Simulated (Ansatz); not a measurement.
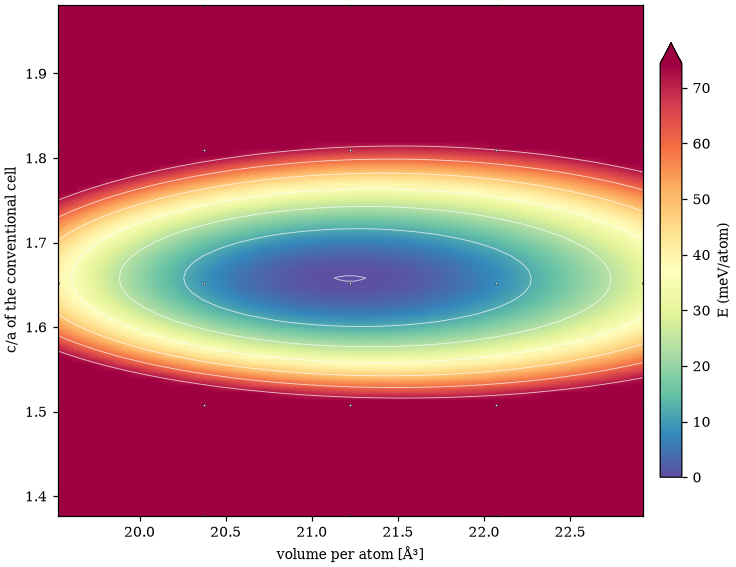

SiGe (P6_3mc, No. 186; 4 atoms in the cell). 
- The energy is mapped over volume and the cell's shape.
- The first coordinate is: volume per atom; the second: c/a of the conventional cell.
- Nothing is relaxed (fractional coordinates fixed).
- Grid: 5 × 5 points.
- Points are written as (first, second).
- Energies: meV/atom, counted from the lowest grid point.
- The band gap closes in part of the range.
- All numbers below come from DFT PBEsol, scalar-relativistic, plane waves, PAW in Ansatz. Settings: cutoff 420 eV, k-mesh 12×12×6 in the order of the run's cell vectors, gaussian smearing 0.03 eV, no spin polarisation.

Drawn: a smooth colour map with a few white contour lines, dots at the grid points, one colour for all values above the top of the scale. Between grid points the surface is interpolated.

### Estimate the position of the minimum and the force constants in these coordinates.

The interpolated minimum is at volume per atom ≈ 21.22 Å³, c/a of the conventional cell ≈ 1.652. The curvatures there are about 0.095 eV/(Å³)² and 26 eV, with a cross term of about 0 eV/Å³ (per cell of 4 atoms). Round the minimum the two coordinates are nearly uncoupled.

PAW datasets: the set soft_1.
